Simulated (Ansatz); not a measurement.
## Electronic structure of AlNi3 (interface cell) in real space

The calculation's input:

```
crystal:
  lattice:
    - [3.5666789091, 0.0, 0.0]
    - [0.0, 3.5666789091, 0.0]
    - [0.0, 0.0, 14.3676540483]
  atoms:
    - { symbol: Al, position: [0.0, 0.0, 0.0098983891] }
    - { symbol: Ni, position: [0.0, 0.5, 0.1285077242], spin: 0.14 }
    - { symbol: Ni, position: [0.5, 0.0, 0.1308066372], spin: 0.16 }
    - { symbol: Ni, position: [0.5, 0.5, 0.0014395335] }
    - { symbol: Al, position: [0.0, 0.0, 0.2536604922] }
    - { symbol: Ni, position: [0.0, 0.5, 0.377823135], spin: 0.38 }
    - { symbol: Ni, position: [0.5, 0.0, 0.3770526377], spin: 0.39 }
    - { symbol: Ni, position: [0.5, 0.5, 0.2534032456], spin: 0.26 }
    - { symbol: Ni, position: [0.0, 0.0, 0.4979473623], spin: 0.39 }
    - { symbol: Ni, position: [0.0, 0.5, 0.6215967544], spin: 0.26 }
    - { symbol: Al, position: [0.5, 0.0, 0.6213395078] }
    - { symbol: Ni, position: [0.5, 0.5, 0.497176865], spin: 0.38 }
    - { symbol: Ni, position: [0.0, 0.0, 0.7441933628], spin: 0.16 }
    - { symbol: Ni, position: [0.0, 0.5, 0.8735604665] }
    - { symbol: Al, position: [0.5, 0.0, 0.8651016109] }
    - { symbol: Ni, position: [0.5, 0.5, 0.7464922758], spin: 0.14 }
basis:
  ecutwfc: 420
kpoints:
  mp_grid: { grid: [16, 16, 6] }
hamiltonian:
  xc: pbe
scf:
  occupations: { method: gaussian, width: 0.1 }
  lower_state_search: "off"
output:
  forces: true
  stress: true
  eigenvalues: true
  populations: true
  write_density: true
  write_potential: true
  elf: true
  volumetric_format: npy
magnetization:
  spin_polarized: true
```

Run with:

```sh
ansatz run input.yaml --threads 4 --pin off --max-ram 11264MiB --backend cpu --events-out ev --progress --plain --runs-dir out
```

Spin-polarised.

The calculation used Ansatz, DFT PBE, scalar-relativistic, plane waves, PAW.

Core electrons are frozen (PAW), and the valence fields are smoothed inside the atomic spheres.

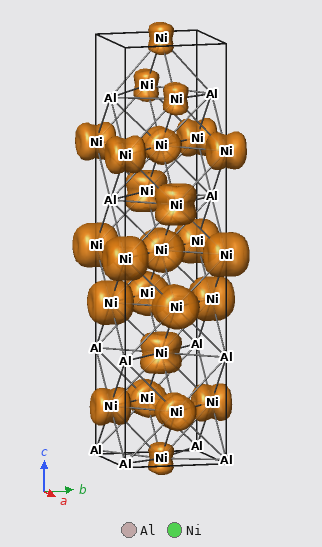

Figure 1. Isosurfaces of the spin density at +0.02 (orange) and −0.02 e/Å³ (purple), seen slightly off an axis. Sticks mark near contacts.

Q: Describe the spin distribution.

A: The spin density sits on Ni: +0.3 μB (×4) in one cell of 16 atoms, with smaller moments on other sites: Ni (up to +0.23 μB): parallel moments (a ferromagnetic arrangement) in this solution. The cell of the calculation (16 atoms) carries 2.2 μB of net spin moment. Only one sign reaches the isovalue.

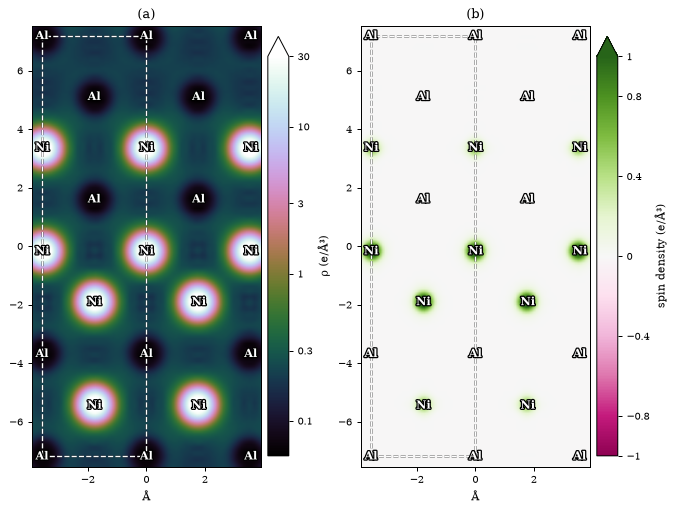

Figure 2. (a) valence electron density; (b) spin density on the (010) plane of the calculation cell.

Q: What do the fields say about this system?

A:
- The section cuts through Al and Ni sites.
- Al–Ni (2.49 Å): ρ at the midpoint is about 0.31 e/Å³.
- Ni–Ni (2.49 Å): ρ is about 0.31 e/Å³ halfway.
- Al–Al (2.74 Å): the density is about 0.21 e/Å³ at the midpoint.
- Al–Ni (2.51 Å): ρ is about 0.29 e/Å³ halfway.
- Between the atoms the lowest density in this plane is 0.17 e/Å³.

Q: Does the calculation give a band gap?

A: It is metallic or semimetallic at this level of theory: no gap opens.
